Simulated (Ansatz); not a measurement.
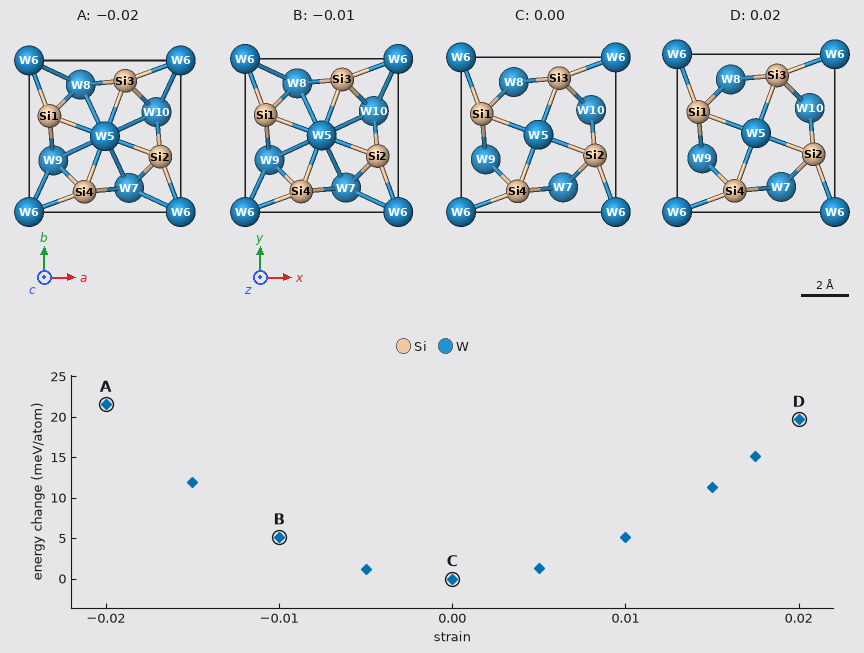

A scan of a crystal of Si2W3 (P4/mbm): the cell is strained equally along x and y, with the atoms kept at their fractional coordinates. x, y and z are the Cartesian axes of the input. The lettered frames are marked on the plot. A ball-and-stick model of the cell of the calculation, seen along the c axis.

Level of theory: Ansatz, DFT PBE, scalar-relativistic, plane waves, PAW. Set-up: plane-wave cutoff 420 eV; k-point mesh 6 × 6 × 12; occupations gaussian; smearing width 0.15 eV; no spin polarisation. Energies (free energies at the smearing named) are counted from the relaxed crystal.

Read off the main features of the energy profile.

The lowest computed point lies at the strain 0.00 (0.0 meV/atom). At the ends of the scan the energy is 21.6 meV/atom (−0.02) and 19.7 meV/atom (0.02). The curvature at zero strain, (1/V) d²E/dε², is about 1100 GPa; it is C₁₁ + C₂₂ + 2C₁₂ with clamped ions. The distortion keeps the space group P4/mbm. At the strain −0.02 the cell of the drawing goes a 6.630 → 6.497 Å, b 6.630 → 6.497 Å.
